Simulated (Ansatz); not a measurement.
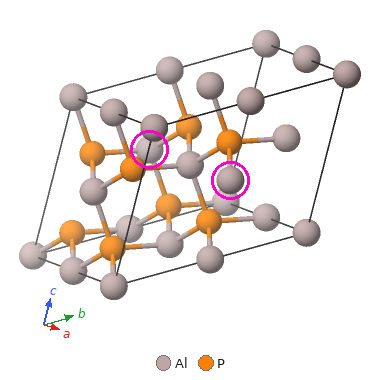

The system is AlP (F-43m phase) with one Al vacancy (15 atoms in the cell, cell charge −3); the picture shows the reference structure. An atom moved over a plane that holds its own site and a neighbouring vacancy (x, y and z along the cube axes). First axis: path of Al1 from its site (0) to the vacancy (1), 3.894 Å. Second axis: shift of Al1 across the path, along the Cartesian direction [1 0 −1]. Nothing is relaxed (all other atoms held at the sites of the perfect crystal). The scan uses an 11 × 9 grid; 22 points were computed and 72 follow by symmetry. At 5 points there is no value (left out of the scan, as a rule where atoms come close). Points are written as (first, second). All energies are given in eV per cell relative to the lowest grid point. The band gap closes in part of the range. The cell is charged on a uniform background, without a charge correction. Level of theory: DFT PBE, scalar-relativistic, plane waves, PAW (Ansatz 0.2.0). Settings: cutoff 420 eV, k-mesh 4×4×4, gaussian smearing 0.05 eV, no spin polarisation.

Range: path of Al1 from its site (0) to the vacancy (1), 3.894 Å from −0.125 to 1.125; shift of Al1 across the path, along the Cartesian direction [1 0 −1] from −0.500 to 0.500 Å.

**What will the energy surface look like?**

The lowest grid point is at (0.000, 0.000 Å) [nearest 4 P at 2.38 Å]; the map holds 2 wells of about this depth. It is the only kind of minimum in the scanned range. The highest grid point, (0.500, −0.375 Å) [nearest 1 P at 1.43 Å], lies 15.5 eV above the lowest.

```
second ↓, first →  −0.125  0.000  0.125  0.250  0.375  0.500  0.625  0.750  0.875  1.000  1.125
            0.500     2.1    1.5    2.1    4.9   10.4   13.7   10.4    4.9    2.1    1.5    2.1
            0.375     1.6    0.8    1.6    5.2   11.7   15.5   11.7    5.2    1.6    0.8    1.6
            0.250     1.4    0.3    1.4    5.4   12.7      –   12.7    5.4    1.4    0.3    1.4
            0.125     1.2    0.1    1.2    5.6   13.4      –   13.4    5.6    1.2    0.1    1.2
            0.000     1.1    0.0    1.1    5.6   13.6      –   13.6    5.6    1.1    0.0    1.1
           −0.125     1.2    0.1    1.2    5.6   13.4      –   13.4    5.6    1.2    0.1    1.2
           −0.250     1.4    0.3    1.4    5.4   12.7      –   12.7    5.4    1.4    0.3    1.4
           −0.375     1.6    0.8    1.6    5.2   11.7   15.5   11.7    5.2    1.6    0.8    1.6
           −0.500     2.1    1.5    2.1    4.9   10.4   13.7   10.4    4.9    2.1    1.5    2.1
```

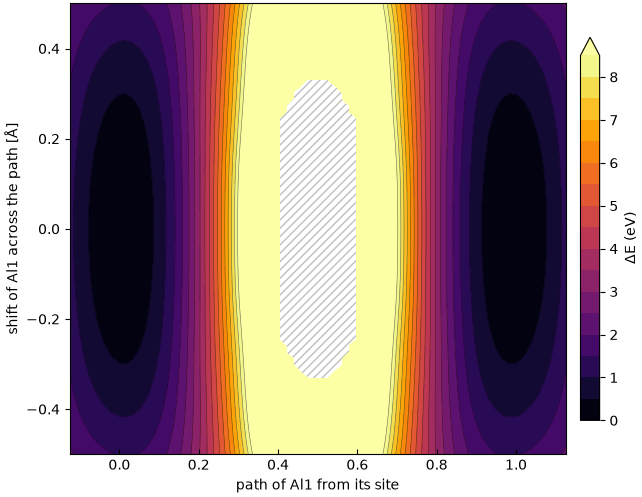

In the figure: filled contours, one colour for all values above the top of the scale, hatched blanks where no value was computed. Between grid points the surface is interpolated.

Each point was launched as `ansatz run input.yaml --threads 4 --pin off --max-ram 8192MiB --backend cpu --events-out ev --progress --plain --runs-dir out`. The whole map (22 points run) took 94 s on 4 threads of AMD EPYC 9R45 96-Core Processor (Zen 5) (shared host).

PAW datasets: the set soft_1.
